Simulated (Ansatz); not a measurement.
# Li(100) with 4 layers of random Li-Ti, 2x2: scattering by chemical disorder, part 2 of 2

How strongly does chemical disorder scatter in Li(100) with 4 layers of random Li-Ti, 2x2?

Ansatz 0.2.0; Ansatz plane-wave DFT, PBE, PAW files; ballistic transport by layer matching (Landauer), zero bias; PAW set soft_1.

So far. Step 2 (With 4 alloy layers): Over the solved energies the transmission per spin lies between 1.44 and 1.69, out of 4.84 channels of the lead on average (up to 4.92).

### Step 3. With 8 alloy layers

System of this step: Li(100) with 8 layers of random Li-Ti, 2x2. The cell holds 72 atoms: 56 Li and 16 Ti. Cell: a = 7.020 Å, b = 7.020 Å, c = 31.590 Å, α = 90.0°, β = 90.0°, γ = 90.0°. It derives from Li. Regions: lead, 40 atoms (40 Li); scattering region, 32 atoms (16 Li and 16 Ti). The structure is stacked along c, and the current runs across the ab planes.

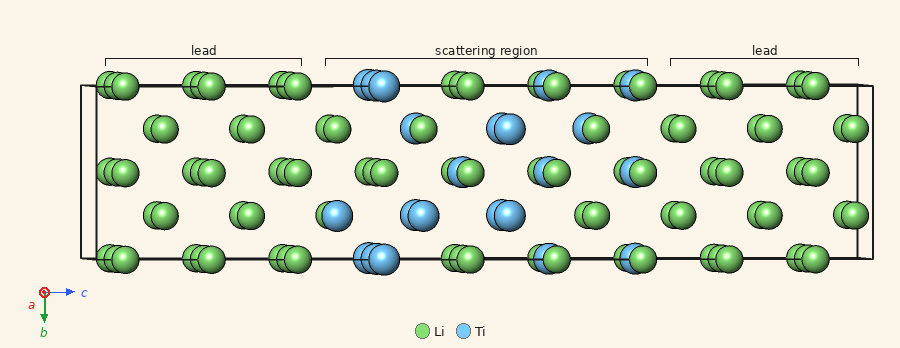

The cell of this step (lithium green, titanium blue). Some periodic images of atoms are drawn too.

Contents of input.yaml:

```yaml
crystal:
  lattice:
    - [7.02, 0.0, 0.0]
    - [0.0, 7.02, 0.0]
    - [0.0, 0.0, 31.59]
  atoms:
    - { symbol: Li, position: [0.0, 0.0, 0.0277777778] }
    - { symbol: Li, position: [0.0, 0.5, 0.0277777778] }
    - { symbol: Li, position: [0.5, 0.0, 0.0277777778] }
    - { symbol: Li, position: [0.5, 0.5, 0.0277777778] }
    - { symbol: Li, position: [0.25, 0.25, 0.0833333333] }
    - { symbol: Li, position: [0.25, 0.75, 0.0833333333] }
    - { symbol: Li, position: [0.75, 0.25, 0.0833333333] }
    - { symbol: Li, position: [0.75, 0.75, 0.0833333333] }
    - { symbol: Li, position: [0.0, 0.0, 0.1388888889] }
    - { symbol: Li, position: [0.0, 0.5, 0.1388888889] }
    - { symbol: Li, position: [0.5, 0.0, 0.1388888889] }
    - { symbol: Li, position: [0.5, 0.5, 0.1388888889] }
    - { symbol: Li, position: [0.25, 0.25, 0.1944444444] }
    - { symbol: Li, position: [0.25, 0.75, 0.1944444444] }
    - { symbol: Li, position: [0.75, 0.25, 0.1944444444] }
    - { symbol: Li, position: [0.75, 0.75, 0.1944444444] }
    - { symbol: Li, position: [0.0, 0.0, 0.25] }
    - { symbol: Li, position: [0.0, 0.5, 0.25] }
    - { symbol: Li, position: [0.5, 0.0, 0.25] }
    - { symbol: Li, position: [0.5, 0.5, 0.25] }
    - { symbol: Li, position: [0.25, 0.25, 0.3055555556] }
    - { symbol: Li, position: [0.25, 0.75, 0.3055555556] }
    - { symbol: Li, position: [0.75, 0.25, 0.3055555556] }
    - { symbol: Ti, position: [0.75, 0.75, 0.3055555556] }
    - { symbol: Ti, position: [0.0, 0.0, 0.3611111111] }
    - { symbol: Li, position: [0.0, 0.5, 0.3611111111] }
    - { symbol: Ti, position: [0.5, 0.0, 0.3611111111] }
    - { symbol: Li, position: [0.5, 0.5, 0.3611111111] }
    - { symbol: Ti, position: [0.25, 0.25, 0.4166666667] }
    - { symbol: Ti, position: [0.25, 0.75, 0.4166666667] }
    - { symbol: Li, position: [0.75, 0.25, 0.4166666667] }
    - { symbol: Ti, position: [0.75, 0.75, 0.4166666667] }
    - { symbol: Li, position: [0.0, 0.0, 0.4722222222] }
    - { symbol: Li, position: [0.0, 0.5, 0.4722222222] }
    - { symbol: Li, position: [0.5, 0.0, 0.4722222222] }
    - { symbol: Ti, position: [0.5, 0.5, 0.4722222222] }
    - { symbol: Ti, position: [0.25, 0.25, 0.5277777778] }
    - { symbol: Ti, position: [0.25, 0.75, 0.5277777778] }
    - { symbol: Ti, position: [0.75, 0.25, 0.5277777778] }
    - { symbol: Ti, position: [0.75, 0.75, 0.5277777778] }
    - { symbol: Li, position: [0.0, 0.0, 0.5833333333] }
    - { symbol: Li, position: [0.0, 0.5, 0.5833333333] }
    - { symbol: Ti, position: [0.5, 0.0, 0.5833333333] }
    - { symbol: Ti, position: [0.5, 0.5, 0.5833333333] }
    - { symbol: Ti, position: [0.25, 0.25, 0.6388888889] }
    - { symbol: Li, position: [0.25, 0.75, 0.6388888889] }
    - { symbol: Li, position: [0.75, 0.25, 0.6388888889] }
    - { symbol: Li, position: [0.75, 0.75, 0.6388888889] }
    - { symbol: Li, position: [0.0, 0.0, 0.6944444444] }
    - { symbol: Li, position: [0.0, 0.5, 0.6944444444] }
    - { symbol: Ti, position: [0.5, 0.0, 0.6944444444] }
    - { symbol: Ti, position: [0.5, 0.5, 0.6944444444] }
    - { symbol: Li, position: [0.25, 0.25, 0.75] }
    - { symbol: Li, position: [0.25, 0.75, 0.75] }
    - { symbol: Li, position: [0.75, 0.25, 0.75] }
    - { symbol: Li, position: [0.75, 0.75, 0.75] }
    - { symbol: Li, position: [0.0, 0.0, 0.8055555556] }
    - { symbol: Li, position: [0.0, 0.5, 0.8055555556] }
    - { symbol: Li, position: [0.5, 0.0, 0.8055555556] }
    - { symbol: Li, position: [0.5, 0.5, 0.8055555556] }
    - { symbol: Li, position: [0.25, 0.25, 0.8611111111] }
    - { symbol: Li, position: [0.25, 0.75, 0.8611111111] }
    - { symbol: Li, position: [0.75, 0.25, 0.8611111111] }
    - { symbol: Li, position: [0.75, 0.75, 0.8611111111] }
    - { symbol: Li, position: [0.0, 0.0, 0.9166666667] }
    - { symbol: Li, position: [0.0, 0.5, 0.9166666667] }
    - { symbol: Li, position: [0.5, 0.0, 0.9166666667] }
    - { symbol: Li, position: [0.5, 0.5, 0.9166666667] }
    - { symbol: Li, position: [0.25, 0.25, 0.9722222222] }
    - { symbol: Li, position: [0.25, 0.75, 0.9722222222] }
    - { symbol: Li, position: [0.75, 0.25, 0.9722222222] }
    - { symbol: Li, position: [0.75, 0.75, 0.9722222222] }
kpoints:
  mp_grid: { grid: [3, 3, 1] }
hamiltonian:
  xc: pbe
  pseudopotentials: { kind: paw, azcp: { folder: soft_1 } }
scf:
  occupations: { method: fermi_dirac, width: 0.1 }
output:
  transmission: { leads: [[0, 4]], kmesh: [6, 6], e_range: [-0.05, 0.05], de: 0.05 }
  write_potential: true
  write_density: true
  volumetric_format: npy
```

Launch:

```bash
$ ansatz run input.yaml --threads 4 --pin off --max-ram 15360MiB --backend cpu --events-out ev --progress --plain --runs-dir out
```

Numbers of over 12 decimals in the logs are rounded to 6 here.

Log:

```text
[...]
Crystal: 72 atoms, lattice volume = 1556.768 Å³
Basis set: ecut = 420 eV, 30501 PW (Γ)
Bands: 252, of which v1, the nominal top of the filled ones, is band 180 counted from 1 (179 counted from 0)
Symmetry: 1 space group operations
[...]
k-points: 5 of 9 (time reversal used)
[...]
SCF iter   1: F=—  HF=-51452.307330 eV  |F-HF|=—  |Δ(HF+E_count)|=         —  Δρ=5.23e-2  dr2=1.18e2  ethr=3.10e-3  ⟨swp⟩=11.8  Hψ=7047  notcnv=0
[...]
SCF iter  13: F=-51440.803961 eV  HF=-51440.803961 eV  |F-HF|=7.38e-9  |Δ(HF+E_count)|=   9.55e-9  Δρ=5.22e-7  dr2=9.27e-9  ethr=2.78e-11  ⟨swp⟩=2.0  Hψ=2205  notcnv=0
SCF 1 converged in 13 iterations: F = -51440.803961 eV  dr2 = 9.27e-9
[...]
transmission: 81 of 800 steps passed
transmission: 165 of 800 steps passed
[...]
transmission: 800 of 800 steps passed
SCF converged after 13 iterations
Free energy (F): -51440.803961 eV
[...]
Internal energy: -51438.183814 eV  (E = F + TS)
E sigma→0 (E₀):  -51439.493887 eV
Entropy (-TS):   -2.620147 eV (-36.391 meV/atom)
Fermi energy:    2.772142 eV
[...]
--- Band table (eV; the first three rows and the last of 5) ---
  k-point 0: bands = [... 176 lower, 2.6868, 2.7352, 2.7457, 2.8163, 2.8198, 2.8596, 2.8753, 2.9352, ... 68 higher]
  k-point 1: bands = [... 176 lower, 2.6865, 2.6919, 2.7341, 2.7513, 2.7659, 2.7906, 2.8058, 2.8385, ... 68 higher]
  k-point 2: bands = [... 176 lower, 2.6875, 2.7081, 2.7173, 2.7356, 2.7587, 2.7826, 2.8120, 2.8338, ... 68 higher]
  k-point 4: bands = [... 176 lower, 2.6845, 2.7328, 2.7417, 2.7720, 2.7985, 2.8150, 2.8506, 2.8696, ... 68 higher]
--- Transmission ---
  basis      : 437 plane waves across, 40 finite elements along
  points     : 20, standing for a mesh of 6 x 6
[...]
channels       : 4.861111e0 a spin
[...]
junction   : crystal 0 to crystal 0, 0.70 to 30.53 Å
    transmission   : 1.237949e0 a spin
[...]
```

The job ended after 12 min (4 threads of Intel Xeon Platinum 8259CL at 2.50GHz (Skylake/Cascade Lake), shared host; peak memory 7 GiB; 38 min of CPU time).

Numbers from this step:

- free energy: -51440.8040 eV
- energy at zero smearing: -51439.4939 eV
- Fermi energy: 2.772 eV
- transmission per spin nearest the Fermi level: 1.238
- open channels per spin nearest the Fermi level: 4.861
- step of the lead's potential: 14.5 meV

Per spin. Table of transmission, zone mean by energy, zero at the Fermi level:

```
energy (eV)  transmission, zone mean
    -0.0500                     1.27
     0.0000                     1.24
     0.0500                     1.21
```

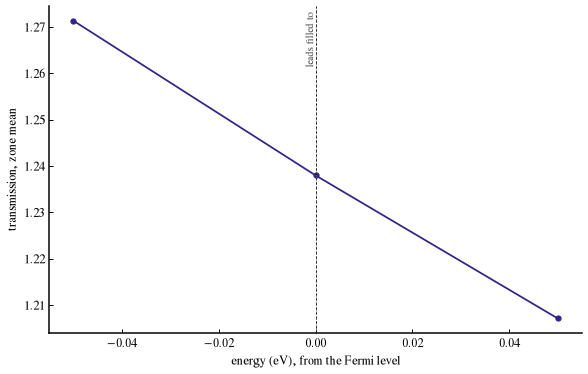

Transmission, zone mean against energy.

Over the solved energies the transmission per spin lies between 1.21 and 1.27, out of 4.82 channels of the lead on average (up to 4.92).

### Step 4. With 12 alloy layers

System of this step: Li(100) with 12 layers of random Li-Ti, 2x2. The cell holds 88 atoms: 64 Li and 24 Ti. Cell: a = 7.020 Å, b = 7.020 Å, c = 38.610 Å, α = 90.0°, β = 90.0°, γ = 90.0°. It derives from Li. Regions: lead, 40 atoms (40 Li); scattering region, 48 atoms (24 Ti and 24 Li). The structure is stacked along c, and the current runs across the ab planes.

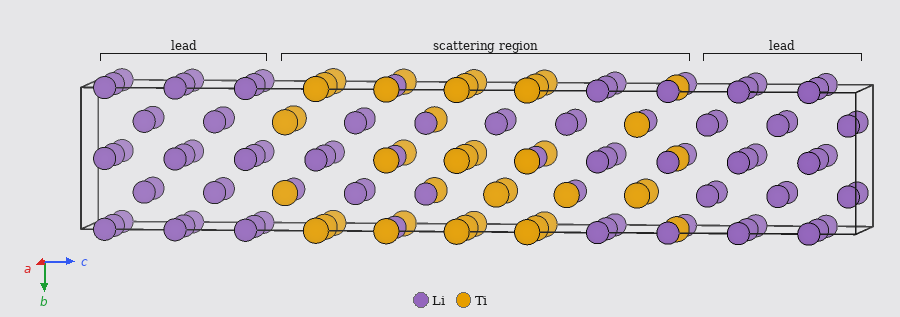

The cell of this step (lithium purple, titanium orange). Some periodic images of atoms are drawn too.

Contents of input.yaml:

```yaml
crystal:
  lattice:
    - [7.02, 0.0, 0.0]
    - [0.0, 7.02, 0.0]
    - [0.0, 0.0, 38.61]
  atoms:
    - { symbol: Li, position: [0.0, 0.0, 0.0227272727] }
    - { symbol: Li, position: [0.0, 0.5, 0.0227272727] }
    - { symbol: Li, position: [0.5, 0.0, 0.0227272727] }
    - { symbol: Li, position: [0.5, 0.5, 0.0227272727] }
    - { symbol: Li, position: [0.25, 0.25, 0.0681818182] }
    - { symbol: Li, position: [0.25, 0.75, 0.0681818182] }
    - { symbol: Li, position: [0.75, 0.25, 0.0681818182] }
    - { symbol: Li, position: [0.75, 0.75, 0.0681818182] }
    - { symbol: Li, position: [0.0, 0.0, 0.1136363636] }
    - { symbol: Li, position: [0.0, 0.5, 0.1136363636] }
    - { symbol: Li, position: [0.5, 0.0, 0.1136363636] }
    - { symbol: Li, position: [0.5, 0.5, 0.1136363636] }
    - { symbol: Li, position: [0.25, 0.25, 0.1590909091] }
    - { symbol: Li, position: [0.25, 0.75, 0.1590909091] }
    - { symbol: Li, position: [0.75, 0.25, 0.1590909091] }
    - { symbol: Li, position: [0.75, 0.75, 0.1590909091] }
    - { symbol: Li, position: [0.0, 0.0, 0.2045454545] }
    - { symbol: Li, position: [0.0, 0.5, 0.2045454545] }
    - { symbol: Li, position: [0.5, 0.0, 0.2045454545] }
    - { symbol: Li, position: [0.5, 0.5, 0.2045454545] }
    - { symbol: Ti, position: [0.25, 0.25, 0.25] }
    - { symbol: Li, position: [0.25, 0.75, 0.25] }
    - { symbol: Ti, position: [0.75, 0.25, 0.25] }
    - { symbol: Ti, position: [0.75, 0.75, 0.25] }
    - { symbol: Ti, position: [0.0, 0.0, 0.2954545455] }
    - { symbol: Li, position: [0.0, 0.5, 0.2954545455] }
    - { symbol: Ti, position: [0.5, 0.0, 0.2954545455] }
    - { symbol: Li, position: [0.5, 0.5, 0.2954545455] }
    - { symbol: Li, position: [0.25, 0.25, 0.3409090909] }
    - { symbol: Li, position: [0.25, 0.75, 0.3409090909] }
    - { symbol: Li, position: [0.75, 0.25, 0.3409090909] }
    - { symbol: Li, position: [0.75, 0.75, 0.3409090909] }
    - { symbol: Ti, position: [0.0, 0.0, 0.3863636364] }
    - { symbol: Ti, position: [0.0, 0.5, 0.3863636364] }
    - { symbol: Li, position: [0.5, 0.0, 0.3863636364] }
    - { symbol: Li, position: [0.5, 0.5, 0.3863636364] }
    - { symbol: Ti, position: [0.25, 0.25, 0.4318181818] }
    - { symbol: Ti, position: [0.25, 0.75, 0.4318181818] }
    - { symbol: Li, position: [0.75, 0.25, 0.4318181818] }
    - { symbol: Li, position: [0.75, 0.75, 0.4318181818] }
    - { symbol: Ti, position: [0.0, 0.0, 0.4772727273] }
    - { symbol: Ti, position: [0.0, 0.5, 0.4772727273] }
    - { symbol: Ti, position: [0.5, 0.0, 0.4772727273] }
    - { symbol: Ti, position: [0.5, 0.5, 0.4772727273] }
    - { symbol: Li, position: [0.25, 0.25, 0.5227272727] }
    - { symbol: Ti, position: [0.25, 0.75, 0.5227272727] }
    - { symbol: Li, position: [0.75, 0.25, 0.5227272727] }
    - { symbol: Ti, position: [0.75, 0.75, 0.5227272727] }
    - { symbol: Ti, position: [0.0, 0.0, 0.5681818182] }
    - { symbol: Ti, position: [0.0, 0.5, 0.5681818182] }
    - { symbol: Ti, position: [0.5, 0.0, 0.5681818182] }
    - { symbol: Li, position: [0.5, 0.5, 0.5681818182] }
    - { symbol: Li, position: [0.25, 0.25, 0.6136363636] }
    - { symbol: Li, position: [0.25, 0.75, 0.6136363636] }
    - { symbol: Li, position: [0.75, 0.25, 0.6136363636] }
    - { symbol: Ti, position: [0.75, 0.75, 0.6136363636] }
    - { symbol: Li, position: [0.0, 0.0, 0.6590909091] }
    - { symbol: Li, position: [0.0, 0.5, 0.6590909091] }
    - { symbol: Li, position: [0.5, 0.0, 0.6590909091] }
    - { symbol: Li, position: [0.5, 0.5, 0.6590909091] }
    - { symbol: Li, position: [0.25, 0.25, 0.7045454545] }
    - { symbol: Ti, position: [0.25, 0.75, 0.7045454545] }
    - { symbol: Ti, position: [0.75, 0.25, 0.7045454545] }
    - { symbol: Ti, position: [0.75, 0.75, 0.7045454545] }
    - { symbol: Li, position: [0.0, 0.0, 0.75] }
    - { symbol: Li, position: [0.0, 0.5, 0.75] }
    - { symbol: Ti, position: [0.5, 0.0, 0.75] }
    - { symbol: Ti, position: [0.5, 0.5, 0.75] }
    - { symbol: Li, position: [0.25, 0.25, 0.7954545455] }
    - { symbol: Li, position: [0.25, 0.75, 0.7954545455] }
    - { symbol: Li, position: [0.75, 0.25, 0.7954545455] }
    - { symbol: Li, position: [0.75, 0.75, 0.7954545455] }
    - { symbol: Li, position: [0.0, 0.0, 0.8409090909] }
    - { symbol: Li, position: [0.0, 0.5, 0.8409090909] }
    - { symbol: Li, position: [0.5, 0.0, 0.8409090909] }
    - { symbol: Li, position: [0.5, 0.5, 0.8409090909] }
    - { symbol: Li, position: [0.25, 0.25, 0.8863636364] }
    - { symbol: Li, position: [0.25, 0.75, 0.8863636364] }
    - { symbol: Li, position: [0.75, 0.25, 0.8863636364] }
    - { symbol: Li, position: [0.75, 0.75, 0.8863636364] }
    - { symbol: Li, position: [0.0, 0.0, 0.9318181818] }
    - { symbol: Li, position: [0.0, 0.5, 0.9318181818] }
    - { symbol: Li, position: [0.5, 0.0, 0.9318181818] }
    - { symbol: Li, position: [0.5, 0.5, 0.9318181818] }
    - { symbol: Li, position: [0.25, 0.25, 0.9772727273] }
    - { symbol: Li, position: [0.25, 0.75, 0.9772727273] }
    - { symbol: Li, position: [0.75, 0.25, 0.9772727273] }
    - { symbol: Li, position: [0.75, 0.75, 0.9772727273] }
kpoints:
  mp_grid: { grid: [3, 3, 1] }
hamiltonian:
  xc: pbe
  pseudopotentials: { kind: paw, azcp: { folder: soft_1 } }
scf:
  occupations: { method: fermi_dirac, width: 0.1 }
output:
  transmission: { leads: [[0, 4]], kmesh: [6, 6], e_range: [-0.05, 0.05], de: 0.05 }
  write_potential: true
  write_density: true
  volumetric_format: npy
```

Log:

```text
[...]
Crystal: 88 atoms, lattice volume = 1902.716 Å³
Basis set: ecut = 420 eV, 37253 PW (Γ)
Bands: 328, of which v1, the nominal top of the filled ones, is band 240 counted from 1 (239 counted from 0)
Symmetry: 1 space group operations
[...]
k-points: 5 of 9 (time reversal used)
[...]
SCF iter   1: F=—  HF=-73082.759130 eV  |F-HF|=—  |Δ(HF+E_count)|=         —  Δρ=5.38e-2  dr2=1.71e2  ethr=3.10e-3  ⟨swp⟩=11.8  Hψ=9347  notcnv=0
[...]
SCF iter  12: F=-73067.257870 eV  HF=-73067.257870 eV  |F-HF|=2.84e-8  |Δ(HF+E_count)|=   1.51e-8  Δρ=9.98e-7  dr2=3.69e-8  ethr=2.08e-11  ⟨swp⟩=2.0  Hψ=2859  notcnv=0
SCF 1 converged in 12 iterations: F = -73067.257870 eV  dr2 = 3.69e-8
[...]
transmission: 99 of 980 steps passed
transmission: 201 of 980 steps passed
[...]
transmission: 980 of 980 steps passed
SCF converged after 12 iterations
Free energy (F): -73067.257870 eV
[...]
Internal energy: -73063.602223 eV  (E = F + TS)
E sigma→0 (E₀):  -73065.430047 eV
Entropy (-TS):   -3.655647 eV (-41.541 meV/atom)
Fermi energy:    3.227896 eV
[...]
--- Band table (eV; the first three rows and the last of 5) ---
  k-point 0: bands = [... 236 lower, 3.1931, 3.2340, 3.2396, 3.2525, 3.2777, 3.2909, 3.3121, 3.3305, ... 84 higher]
  k-point 1: bands = [... 236 lower, 3.1561, 3.1807, 3.1933, 3.2048, 3.2127, 3.2219, 3.2519, 3.2733, ... 84 higher]
  k-point 2: bands = [... 236 lower, 3.1614, 3.1810, 3.1912, 3.2018, 3.2171, 3.2373, 3.2516, 3.2658, ... 84 higher]
  k-point 4: bands = [... 236 lower, 3.1682, 3.1803, 3.2082, 3.2177, 3.2252, 3.2575, 3.2710, 3.2848, ... 84 higher]
--- Transmission ---
  basis      : 437 plane waves across, 49 finite elements along
  points     : 20, standing for a mesh of 6 x 6
[...]
channels       : 4.916667e0 a spin
[...]
junction   : crystal 0 to crystal 0, 0.70 to 37.55 Å
    transmission   : 9.900427e-1 a spin
[...]
```

It took 16 min on 4 threads; peak memory 9.8 GiB; 56 min of CPU time.

This step gave:

```
free energy                                    : -73067.2579 eV
energy at zero smearing                        : -73065.4300 eV
Fermi energy                                   : 3.228 eV
transmission per spin nearest the Fermi level  : 0.9900
open channels per spin nearest the Fermi level : 4.917
step of the lead's potential                   : 13.2 meV
```

Per spin. Table of transmission, zone mean by energy, zero at the Fermi level:

```
energy (eV)  transmission, zone mean
    -0.0500                     1.08
     0.0000                    0.990
     0.0500                    0.978
```

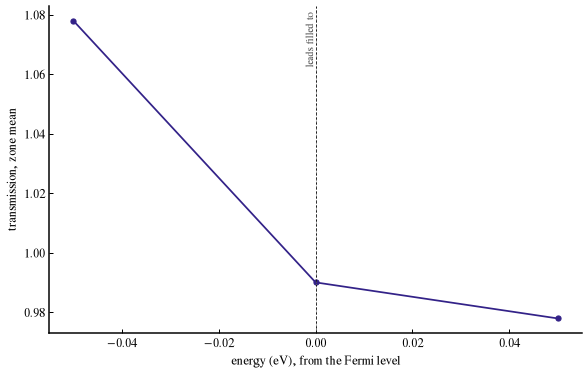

Transmission, zone mean against energy.

Over the solved energies the transmission per spin lies between 0.978 and 1.08, out of 4.84 channels of the lead on average (up to 4.92).

### Step 5. Resistance against length

This step: Ansatz plane-wave DFT, PBE, PAW files; ballistic transport by layer matching (Landauer), zero bias; residual resistivity from the slope of the area resistance, atoms on the host's lattice; PAW set soft_1 (Ansatz 0.2.0).

Numbers from this step:

- resistivity: 157.1 µΩ cm
- intercept: 1.632 fΩ m²
- scatter about the fit: 0.01521 fΩ m²

Resistance, by row:

```
run  length (Å)      T  channels N  RA (fΩ m²)
 n4        7.02  1.567       4.843       2.745
 n8       14.04  1.239       4.824       3.816
n12       21.06  1.015       4.843       4.951
```

Area resistance against length of the alloy:

```
length of the alloy (Å)  area resistance (fΩ m²)
                   7.02                     2.75
                  14.04                     3.82
                  21.06                     4.95
```

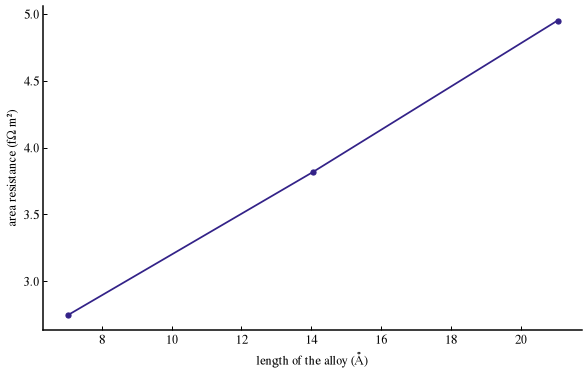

Area resistance against length of the alloy.

The area resistance goes from 2.7 to 5.0 fΩ m² between 7.0 and 21.1 Å, a slope of 157 µΩ cm.

By hand from the end points: (4.951 − 2.745) fΩ m² / (21.06 − 7.02) Å = 157 µΩ cm, since 1 fΩ m² per Å is 1000 µΩ cm.

### Step 6. Results

```
resistivity from the slope  : 157 µΩ cm
area resistance over 7.02 Å : 2.75 fΩ m²
area resistance over 14.0 Å : 3.82 fΩ m²
area resistance over 21.1 Å : 4.95 fΩ m²
```

The slope gives 157 µΩ cm. The points scatter by 0.015 fΩ m² about the line, with one random draw a length in a 2x2 cell, so the slope is a rough value. Read with a model of isotropic scattering on a spherical Fermi surface and the lead's 0.76×10¹⁵ S/m², this slope means a mean free path near 6.3 Å (a rough figure, since the alloy's own channel count differs); over these lengths the model's slope is within 3 % of its bulk resistivity. The atoms sit on the host's lattice, so scattering by size misfit is left out. With 50 % of Ti, whose own structure is another, this is a hypothetical phase.

[Logs are printed without paths, hosts, clocks, repeated set-up lines and the standing remarks that a program may print on its own settings, such as how far it seeks lower states.]

[Hosts, paths, dates, database ids (printed as entryN), source tags and the programs' standing remarks are cut or masked in the printed files.]
